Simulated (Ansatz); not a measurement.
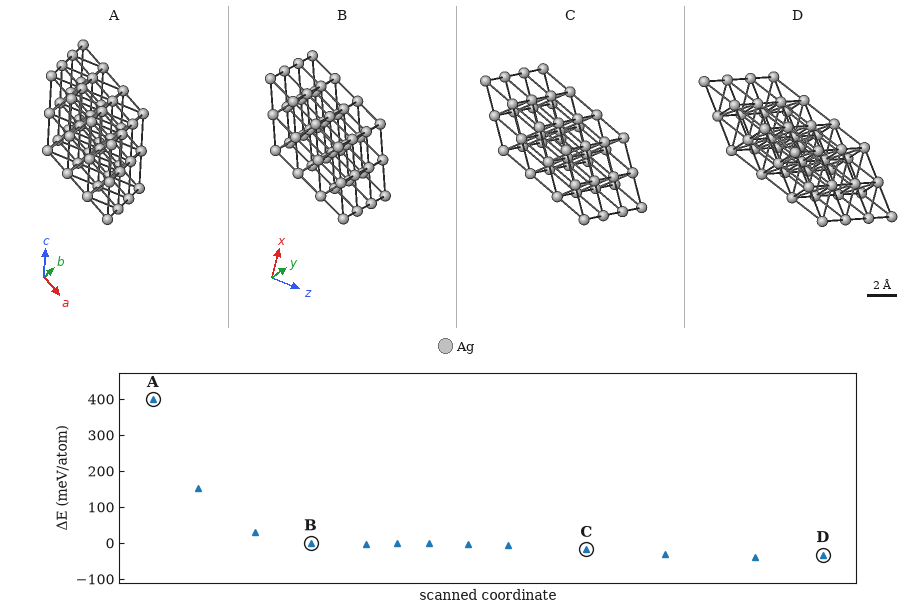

Frames of a one-coordinate scan of crystalline Ag (Im-3m). x, y and z are the Cartesian axes of the input. A ball-and-stick model of the cell of the calculation, repeated 3 × 3 × 2 with one cell outlined, seen slightly off an axis.

Computed with DFT PBEsol, scalar-relativistic, plane waves, PAW in Ansatz 0.2.0. (plane-wave cutoff 420 eV; k-point mesh 28 × 28 × 28; occupations gaussian; smearing width 0.15 eV; no spin polarisation). Energies (free energies at the smearing named) are counted from the relaxed crystal.

What is being scanned?

The ratio of the cell's length along z to its lengths across, counted as 1 for the reference, is changed at fixed volume (a tetragonal or Bain path), with the atoms kept at their fractional coordinates. In the frames the relative ratio is 0.65 (A), 0.85 (B), 1.20 (C), 1.50 (D). The lowest computed point lies at the relative ratio 1.414 (−38 meV/atom). The end points stand at 399 meV/atom (0.65) and −32 meV/atom (1.50). The distortion takes the space group from Im-3m to I4/mmm, except for Fm-3m at 1.414. At the relative ratio 1.50 the cell of the drawing goes a 2.793 → 2.904 Å, b 2.793 → 2.904 Å, c 2.793 → 2.904 Å, α 109.5° → 122.0°, β 109.5° → 122.0°, γ 109.5° → 86.6°.
